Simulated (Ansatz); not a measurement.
## Band-structure calculation, with input and output: MgO (part 2 of 2)

MgO (P6₃mc, 4 atoms in the cell); DFT, HSE06, plane waves, PAW, no spin polarisation (Ansatz 0.2.0); cutoff 420 eV, 6×6×4 k-mesh, fixed occupations. The structure was built on a prototype by a generator. The geometry comes from this level: r2SCAN (a point of a series of strains). It belongs to a series of runs on one base structure; here: hydrostatic strain +2.5%.

Geometry of the input (Å; fractional positions):
```
3.3704  0.0000  0.0000
-1.6852  2.9189  0.0000
0.0000  0.0000  5.1602
Mg 0.3333  0.6667  -0.0089
Mg 0.6667  0.3333  0.4911
O  0.3333  0.6667  0.3839
O  0.6667  0.3333  0.8839
```

File bands.tsv:
```
# k_distance	band_0	band_1	band_2	band_3	band_4	band_5	band_6	band_7	band_8	band_9	band_10	band_11	band_12	band_13	band_14	band_15	band_16	band_17	band_18	band_19	band_20
# fermi_ev = 3.138365
# lock_threshold_ev = 1e-6
# [0, 0, 0] at k_distance = 0.000000
# [0.5, 0, 0] at k_distance = 1.076304
# [0.3333333333, 0.3333333333, 0] at k_distance = 1.697708
# [0, 0, 0.5] at k_distance = 3.081624
# [0.5, 0, 0.5] at k_distance = 4.157927
# [0.3333333333, 0.3333333333, 0.5] at k_distance = 4.779332
# levels_relative_to = fermi_ev
# free_energy_ev = -4988.224782
# largest_residual_norms_ev = 5.396e-5 6.398e-5 1.476e-4 1.477e-4 1.805e-4 1.728e-4 2.717e-4 2.734e-4 4.632e-4 4.185e-4 7.522e-4 8.067e-4 8.311e-4 8.204e-4 1.074e-3 1.083e-3 1.393e-3 1.231e-3 1.121e-3 1.226e-3 1.862e-3
0.000000	-76.425338	-76.422341	-41.360307	-41.323990	-41.319504	-41.319504	-41.313102	-41.313102	-17.457909	-16.737687	-3.195429	-0.672573	-0.672573	-0.339905	-0.339905	0.000000	4.734707	9.812422	11.676537	15.651954	15.651954
1.076304	-76.423185	-76.422196	-41.347607	-41.338549	-41.337548	-41.331454	-41.325914	-41.316779	-16.857787	-16.636760	-2.990682	-2.157488	-1.692215	-1.213903	-0.777727	-0.463256	9.270008	9.473287	10.580795	12.194310	14.439201
1.697708	-76.422546	-76.422546	-41.341270	-41.341270	-41.333593	-41.332556	-41.332556	-41.322653	-16.703378	-16.703378	-2.618896	-1.889426	-1.889426	-1.255610	-1.163190	-1.163190	9.836646	9.839254	11.566820	11.566820	14.547259
3.081624	-76.423850	-76.423850	-41.342145	-41.342145	-41.316299	-41.316299	-41.316299	-41.316299	-17.108187	-17.108187	-1.934959	-1.934959	-0.510233	-0.510233	-0.510233	-0.510233	7.228695	7.228695	14.495236	14.495236	16.106411
4.157927	-76.422697	-76.422697	-41.350307	-41.350307	-41.327218	-41.327218	-41.321341	-41.321341	-16.740319	-16.740319	-3.043275	-3.043275	-0.858639	-0.858639	-0.686865	-0.686865	8.808038	8.808038	12.253480	12.253480	14.942488
4.779332	-76.422553	-76.422553	-41.349275	-41.349275	-41.328120	-41.328120	-41.324494	-41.324494	-16.694828	-16.694828	-2.547957	-2.547957	-2.001554	-2.001554	-0.377230	-0.377230	9.981545	9.981545	11.344054	11.344054	14.090461
```

File rho_z.tsv:
```
# z_ang	rho[e/angstrom^3]
# format = ansatz-planar-average/11
# lattice	3.370422616	0.000000000	0.000000000
# lattice	-1.685211308	2.918871607	0.000000000
# lattice	0.000000000	0.000000000	5.160225571
# sites	4
# site	12	-0.000000000	1.945914405	-0.045981845
# site	12	1.685211308	0.972957202	2.534130940
# site	8	-0.000000000	1.945914405	1.981066435
# site	8	1.685211308	0.972957202	4.561179220
0.000000	1.529974e0
0.143340	1.146338e0
0.286679	6.474049e-1
0.430019	2.840859e-1
0.573358	1.234445e-1
0.716698	8.152979e-2
0.860038	8.083492e-2
1.003377	9.856534e-2
1.146717	1.347903e-1
1.290056	1.958595e-1
1.433396	2.948605e-1
1.576736	4.405644e-1
1.720075	6.071177e-1
1.863415	7.503734e-1
2.006754	8.832125e-1
2.150094	1.084769e0
2.293434	1.371513e0
2.436773	1.591068e0
2.580113	1.529974e0
2.723452	1.146338e0
2.866792	6.474049e-1
3.010132	2.840859e-1
3.153471	1.234445e-1
3.296811	8.152979e-2
3.440150	8.083492e-2
3.583490	9.856534e-2
3.726830	1.347903e-1
3.870169	1.958595e-1
4.013509	2.948605e-1
4.156848	4.405644e-1
4.300188	6.071177e-1
4.443528	7.503734e-1
4.586867	8.832125e-1
4.730207	1.084769e0
4.873546	1.371513e0
5.016886	1.591068e0
```

File v_z.tsv:
```
# z_ang	v_es[eV]	v_tot[eV]
# format = ansatz-planar-average/11
# xc	hse06
# density_cutoff_ev	1680
# datasets	Mg=:simpson_from_first_knot:soft:fock:shift=0	O=:simpson_from_first_knot:soft:fock:shift=0
# lattice	3.370422616	0.000000000	0.000000000
# lattice	-1.685211308	2.918871607	0.000000000
# lattice	0.000000000	0.000000000	5.160225571
# sites	4
# site	12	-0.000000000	1.945914405	-0.045981845
# site	12	1.685211308	0.972957202	2.534130940
# site	8	-0.000000000	1.945914405	1.981066435
# site	8	1.685211308	0.972957202	4.561179220
0.000000	-3.627600e0	-1.226788e1
0.143340	-1.721120e0	-9.669918e0
0.286679	3.891437e-1	-6.780869e0
0.430019	2.763932e0	-3.640666e0
0.573358	4.831263e0	-9.320570e-1
0.716698	6.320679e0	7.308754e-1
0.860038	7.318865e0	1.689243e0
1.003377	7.997368e0	2.159033e0
1.146717	8.363232e0	2.120618e0
1.290056	8.122422e0	1.390585e0
1.433396	6.664774e0	-6.200312e-1
1.576736	4.596749e0	-3.266971e0
1.720075	2.448359e0	-6.012875e0
1.863415	2.565824e-1	-8.695277e0
2.006754	-1.857064e0	-1.124275e1
2.150094	-3.685143e0	-1.325625e1
2.293434	-4.808833e0	-1.430834e1
2.436773	-4.879045e0	-1.405607e1
2.580113	-3.627600e0	-1.226788e1
2.723452	-1.721120e0	-9.669918e0
2.866792	3.891437e-1	-6.780869e0
3.010132	2.763932e0	-3.640666e0
3.153471	4.831263e0	-9.320570e-1
3.296811	6.320679e0	7.308754e-1
3.440150	7.318865e0	1.689243e0
3.583490	7.997368e0	2.159033e0
3.726830	8.363232e0	2.120618e0
3.870169	8.122422e0	1.390585e0
4.013509	6.664774e0	-6.200312e-1
4.156848	4.596749e0	-3.266971e0
4.300188	2.448359e0	-6.012875e0
4.443528	2.565824e-1	-8.695277e0
4.586867	-1.857064e0	-1.124275e1
4.730207	-3.685143e0	-1.325625e1
4.873546	-4.808833e0	-1.430834e1
5.016886	-4.879045e0	-1.405607e1
```

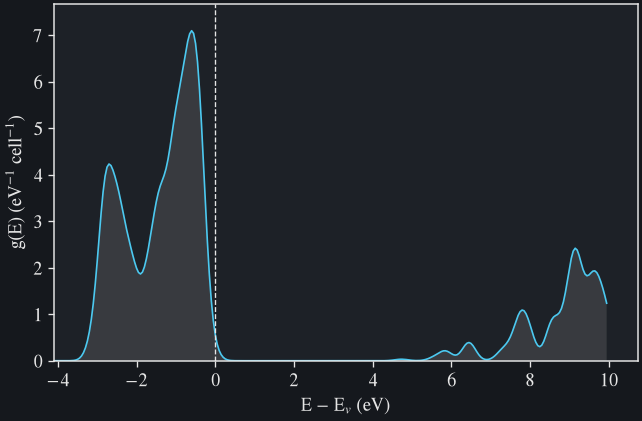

*Density of states (the curve is built from the levels of the k mesh with Gaussians 0.4 eV wide, which also blur the band edges), with energies from the valence-band top.*

There is a gap of 4.73 eV on the k-point mesh. Small ripples come from the finite k-point mesh.

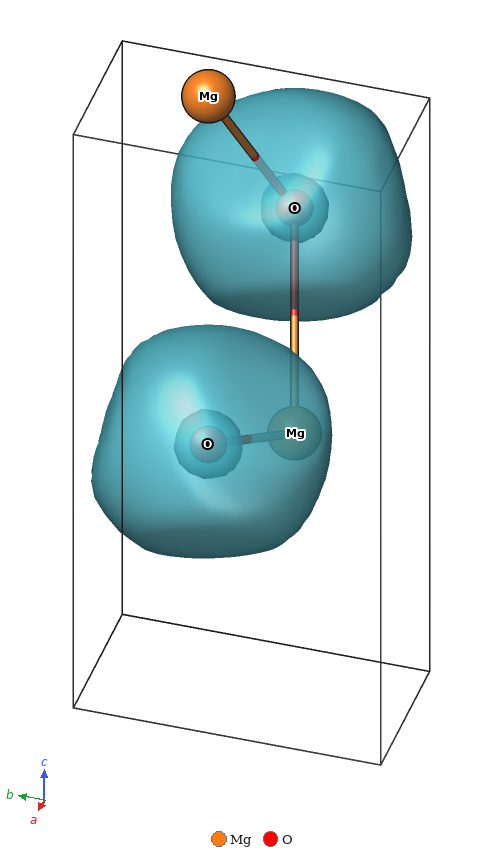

*Isosurface of the electron localisation function at 0.6 (cyan), seen at an oblique angle. Core shells and regions of very low density are left out. Sticks mark near contacts. The outline is the cell set on symmetry axes.*

Values along the shortest contacts: Mg–O (2.02 Å): the ELF is about 0.35 at the midpoint. Core electrons are frozen (PAW), so the fields are smoothed inside the atomic spheres.

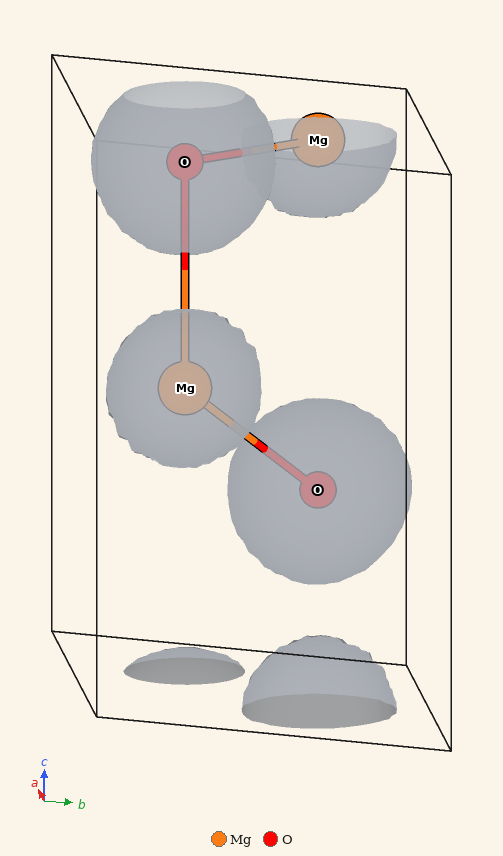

*Isosurface of the valence charge density (pseudo) at 0.8 e/Å³ (grey), seen at an oblique angle. Sticks mark near contacts. The outline is the cell set on symmetry axes.*

At this value the density breaks into separate islands; it holds about 80 % of the electrons treated as valence (semicore included). It is pinched off along the Mg–O (2.02 Å) contacts. On the grid the lowest density along these lines, outside the cores, is 0.34 e/Å³ (Mg–O, 2.02 Å).

Results in brief:

- outcome: converged
- space group (tolerance 0.01 Å): P6₃mc (186)
- electrons treated: 32
- free energy: −4988.2248 eV
- Fermi energy: 3.138 eV
- gap on the k-point mesh: 4.73 eV
- pressure: −8.08 GPa
- largest force (length of the vector): 0.006 eV/Å
- hardware: 2 threads of Arm Neoverse N1, 16 GiB of memory available, shared host
- wall time: 71 s (CPU time 2.3 min)
- peak memory: 1.1 GiB

Warnings of the run: the exchange loop's threshold is looser than advised for the stress; the SCF threshold is looser than advised for the printed stress. The cell is under a tension of 8.1 GPa at this level, so it is not at its equilibrium volume.
